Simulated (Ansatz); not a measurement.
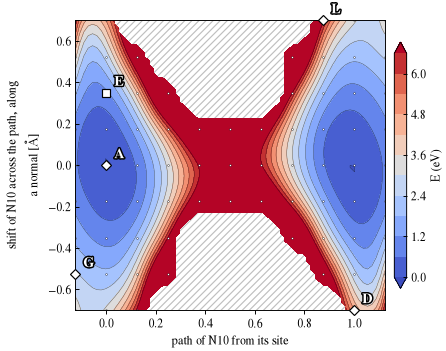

AlN (P6_3/mmc phase) with one N vacancy (11 atoms in the cell, cell charge +3). 
- An atom moved over a plane that holds its own site and a neighbouring vacancy (x along [2 1 0], y along [0 1 0], z along [0 0 1] of the conventional cell).
- The first coordinate is: path of N10 from its site (0) to the vacancy (1), 2.836 Å; the second: shift of N10 across the path, along a normal.
- Nothing is relaxed (all other atoms held at the sites of the perfect crystal).
- Grid: 11 × 9 points; 37 points were computed and 36 follow by symmetry. At 26 points there is no value (left out of the scan, as a rule where atoms come close).
- Points are written as (first, second).
- All energies are given in eV per cell relative to the lowest grid point.
- The cell is charged on a uniform background, without a charge correction.
- Method: DFT PBE, scalar-relativistic, plane waves, PAW (Ansatz 0.2.0). Settings: cutoff 420 eV, k-mesh 6×6×6, gaussian smearing 0.05 eV, no spin polarisation.

Drawn: filled contours, dots at the grid points, one colour for all values above the top of the scale, hatched blanks where no value was computed, lettered points. Between grid points the surface is interpolated.

> Is E the lowest point of the computed grid?

No. E lies 1.1 eV above the lowest grid point, which is at (0.000, 0.000 Å) [nearest 3 Al at 1.91 Å].

> Rank the lettered points by energy, lowest first.

A (0.0 eV), E (1.1 eV), G (2.5 eV), D (4.8 eV), L (6.7 eV).

PAW datasets: the set soft_1.
